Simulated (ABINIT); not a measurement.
ZnS: effective mass calculation (part 3 of 3)

Continued. System: ZnS (P6₃mc, 4 atoms in the cell). Method: Kohn-Sham DFT of a periodic cell, LDA, PseudoDojo NC SR LDA v0.4.1 standard, no spin polarisation (ABINIT 10.8.3); cutoff 979.61 eV, 6×6×4 k-mesh, fixed occupations. The structure derives from an entry of the Crystallography Open Database.

Geometry of the input (Å; fractional positions):
```
3.8110  0.0000  0.0000
-1.9055  3.3004  0.0000
0.0000  0.0000  6.2340
Zn 0.6667  0.3333  0.5000
Zn 0.3333  0.6667  0.0000
S  0.6667  0.3333  0.8850
S  0.3333  0.6667  0.3850
```

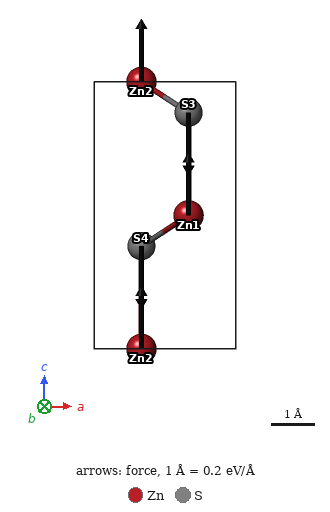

Figure 1. Forces on the atoms as black arrows (ball-and-stick view of the cell of the calculation, along the b axis; atoms are numbered from 1 in the order of the input). The largest act on Zn1, Zn2 (0.30 eV/Å); S3, S4 (0.30 eV/Å). The geometry is not a stationary point of this energy.

Key numbers

```csv
quantity,value
outcome,converged
space group (tolerance 0.01 Å),P6₃mc (186)
electrons treated,52
free energy,−11975.0947 eV
Fermi energy,3.487 eV
pressure,−5.73 GPa
largest force (length of the vector),0.296 eV/Å
wall time,3.6 min
peak memory,0.36 GiB
```

Remarks

The cell is under a tension of 5.7 GPa at this level, so it is not at its equilibrium volume.
